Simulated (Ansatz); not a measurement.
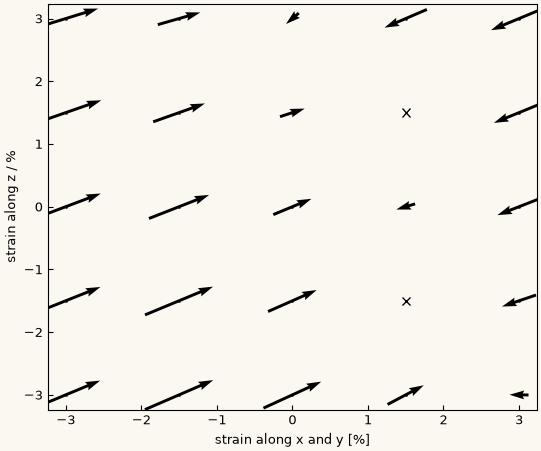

Au (Fm-3m, No. 225; 1 atom in the cell). The cell is strained homogeneously, by one strain along x and y and another along z, with fractional coordinates fixed (x, y and z along the cube axes). Coordinates scanned: (1) strain along x and y; (2) strain along z. Grid: 5 × 5 points. At 2 points there is no value. The reference cell is the one listed in the database, not relaxed at this level. Computed with Ansatz, DFT r2SCAN, scalar-relativistic, plane waves, PAW. Settings: cutoff 500 eV, k-mesh 20×20×20, cold smearing 0.4 eV, no spin polarisation.

Drawn: crosses at grid points without a value, dots at the grid points, arrows along the force (downhill), their lengths compressed.

Q: The arrows alone are given. Where is the energy lowest?

A: The arrows converge at about strain along x and y = 0.8 %, strain along z = 0.8 % (read from the interpolated surface).

The energy map of the same scan:

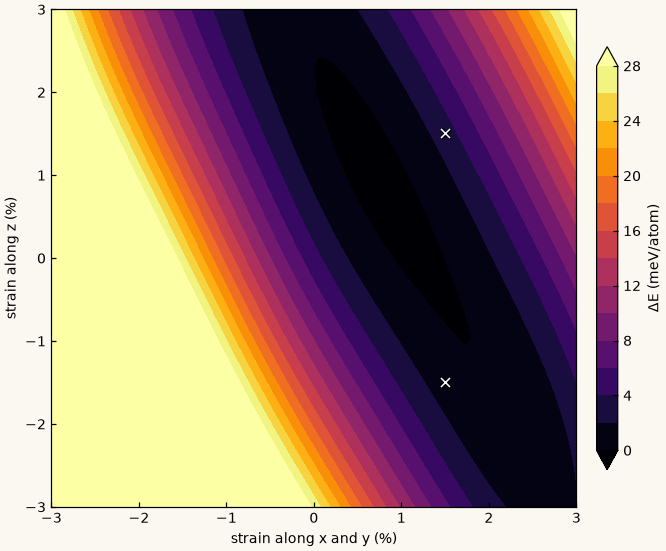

Energies are in meV/atom, from the lowest grid point; between grid points the surface is interpolated.
